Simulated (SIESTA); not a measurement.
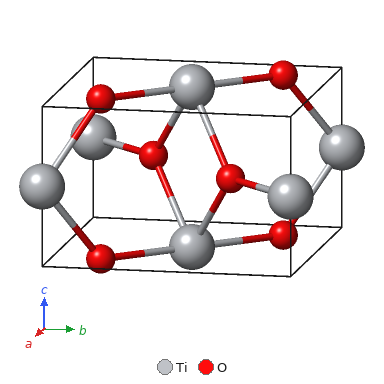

System: TiO₂, space group P4_2/mnm (No. 136). The picture shows the conventional cell.

Structure:
```xyz
6
Lattice="4.5998 0.0000 0.0000 0.0000 4.5998 0.0000 0.0000 0.0000 2.9592" Properties=species:S:1:pos:R:3 pbc="T T T"
Ti    0.0000    0.0000    1.4796
Ti    2.2999    2.2999    0.0000
O     1.3998    1.3998    1.4796
O     0.9001    3.6997    0.0000
O     3.6997    0.9001    0.0000
O     3.2000    3.2000    1.4796
```

Calculation (SIESTA 5.4.2): DFT in numerical atomic orbitals with pseudopotentials, no spin polarisation; energies at scaled volumes of the given cell, shape and fractions fixed, counted from the fit's minimum, third-order Birch-Murnaghan fit. Level: PBEsol.

- k mesh: 4×4×7
- occupations: Fermi–Dirac
- smearing width: 0.05 eV
- potentials: PseudoDojo 0.4 standard, converted to PSML, two zetas on semicore shells
- program settings: basis DZP, mesh cutoff 800 Ry

What does the calculation give for the energy and pressure against volume? The volume takes the values 9.81, 10.02, 10.23, 10.44, 10.64, 10.85, 11.06 Å³/atom.

A third-order Birch–Murnaghan fit gives V0 = 10.46 Å³/atom, B0 = 242 GPa and B′ = 4.3. The energy is 33.66 meV/atom at volume 9.81 Å³/atom and 23.98 meV/atom at 11.06 Å³/atom; the lowest computed point is at volume 10.44 Å³/atom (0.02 meV/atom). The pressure falls from 17.63 GPa at volume 9.81 Å³/atom to −12.07 GPa at 11.06 Å³/atom, and changes sign near 10.46 Å³/atom.

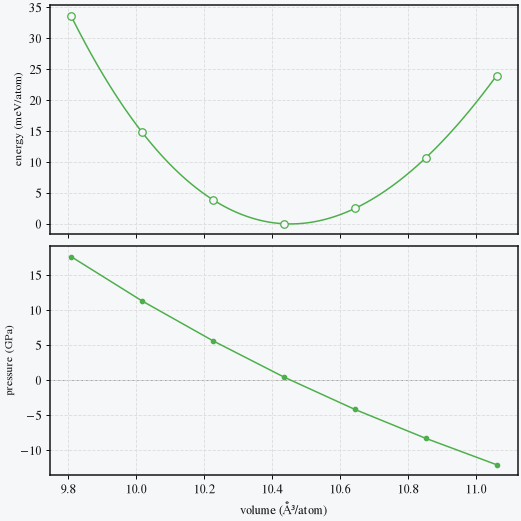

Note: mulliken charges of long orbitals; shape and atomic fractions are frozen while scaling, which makes layered, chain and framework solids too stiff.
